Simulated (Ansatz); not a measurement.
Structure (in its standard cell), coordinates from a relaxation with DFT, LDA (PW92), plane waves (420 eV) with PAW, scalar-relativistic (Ansatz); the starting structure was generated, so it need not be a known form of this composition:

```xyz
3
Lattice="4.5188 0.0000 0.0000 -2.2594 3.9134 0.0000 0.0000 0.0000 2.7959" Properties=species:S:1:pos:R:3 pbc="T T T"
Al    0.0000    0.0000    0.0000
Al    0.0000    2.6089    1.3979
Al    2.2594    1.3045    1.3979
```

> What does the kinematic electron diffraction pattern along [001] look like at 200 kV (B = 0.8 Å²)?

The spots form a hexagonal net with both shortest vectors at d = 2.26 Å, 60.0° apart. They are 2 -1 0 and 1 1 0. The pattern has symmetry 6mm. Reflections such as 0 1 0, 1 -1 0, 1 0 0 are allowed but too weak to see at this display level.

Strongest reflections with d > 0.80 Å, one of each family (|F|² from tabulated Gaussian fits of the electron scattering factors, times a small damping for the curvature of the Ewald sphere):

| hkl | d (Å) | I (strongest = 100) |
| --- | --- | --- |
| 2 -1 0 | 2.259 | 100 |
| 3 0 0 | 1.304 | 20 |
| 4 -2 0 | 1.130 | 13 |
| 5 -1 0 | 0.854 | 5 |

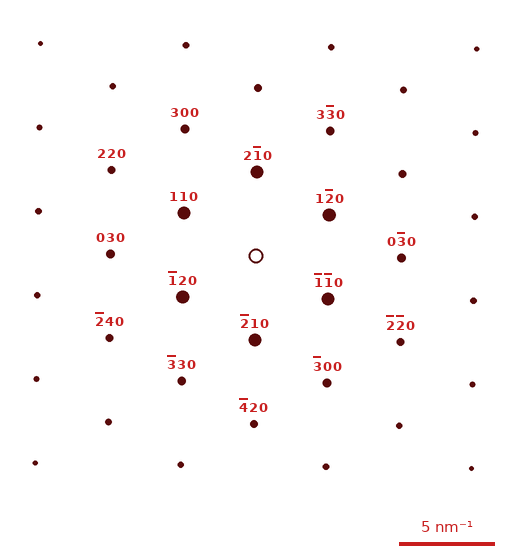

Calculated pattern, seen from the source side with [001] pointing towards the source.
